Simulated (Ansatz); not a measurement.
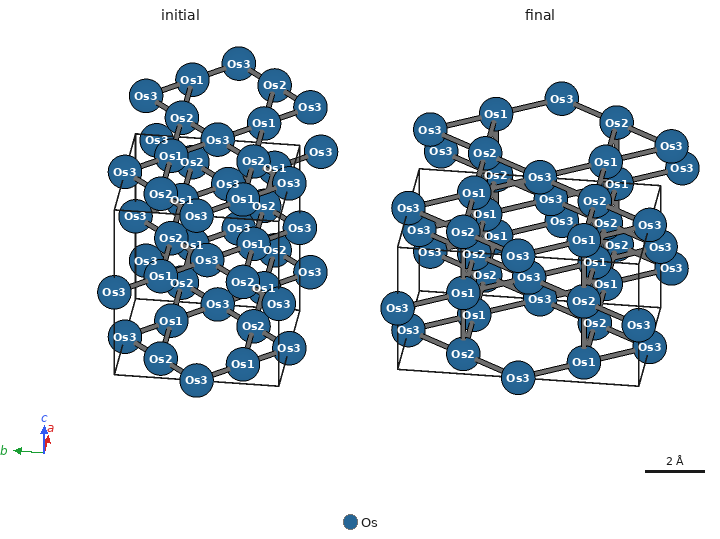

The structure of a crystal of Os (built on the random type) (coarse preliminary run) before (left) and after (right) a relaxation, at one scale.

Style: ball-and-stick. Shown: the conventional cell (4 times the calculation's cell), repeated 2 × 1 × 1 with one cell outlined, from a free direction. Lengths and directions refer to the drawn axes.

Case: random cell with space group Fmmm (No. 69).

Level of theory: Ansatz 0.2.0, DFT PBE, scalar-relativistic, plane waves, PAW.

Input file:
```yaml
crystal:
  lattice:
    - [0.0, 2.8591041555, 3.2837724662]
    - [2.634505918, 0.0, 3.2837724662]
    - [2.634505918, 2.8591041555, 0.0]
  atoms:
    - { symbol: Os, position: [0.0, 0.0, 0.5] }
    - { symbol: Os, position: [0.5, 0.5, 0.0] }
    - { symbol: Os, position: [0.5, 0.5, 0.5] }
basis:
  ecutwfc: 420
kpoints:
  mp_grid: { grid: [6, 6, 6] }
hamiltonian:
  xc: pbe
scf:
  occupations: { method: gaussian, width: 0.1 }
  lower_state_search: "off"
output:
  forces: true
  stress: true
  eigenvalues: true
relax:
  adjacent_minimum: "off"
  f_tol: 0.04
  max_steps: 70
  cell: { stress_tol: 0.4 }
```

Q: What changed between the two?

A: The energy falls by 5849 meV per atom in 16 accepted moves (19 points after the start). All forces vanish by symmetry, so only the cell relaxes. The pressure goes from 197.35 to 0.04 GPa. At 3 points the geometry stayed and the basis and grid were re-selected for the new cell (energy shift of 159 meV per atom at most each time). The atoms keep their places relative to the cell (all moves are under 0.005 Å). The volume changes by +12.2 %, with a 5.269 → 5.443 Å (+3.3 %), b 5.718 → 8.391 Å (+46.7 %), c 6.568 → 4.863 Å (−26.0 %). Some distances before and after: Os1–Os2 2.859 → 4.196 Å, Os1–Os2 (another image) 3.284 → 2.431 Å, Os1–Os3 1.944 → 2.501 Å, Os1–Os2 (another image) 2.635 → 2.722 Å. New bonds form: Os1–Os2 (3.28 → 2.43 Å). Among the angles between lasting bonds that change: Os1–Os3–Os2 94.7° → 114.1°, Os1–Os3–Os2 85.3° → 65.9°, Os1–Os2–Os3 132.7° → 123.0°. The space group stays Fmmm (No. 69). The run took roughly 70 core-seconds on a shared host.
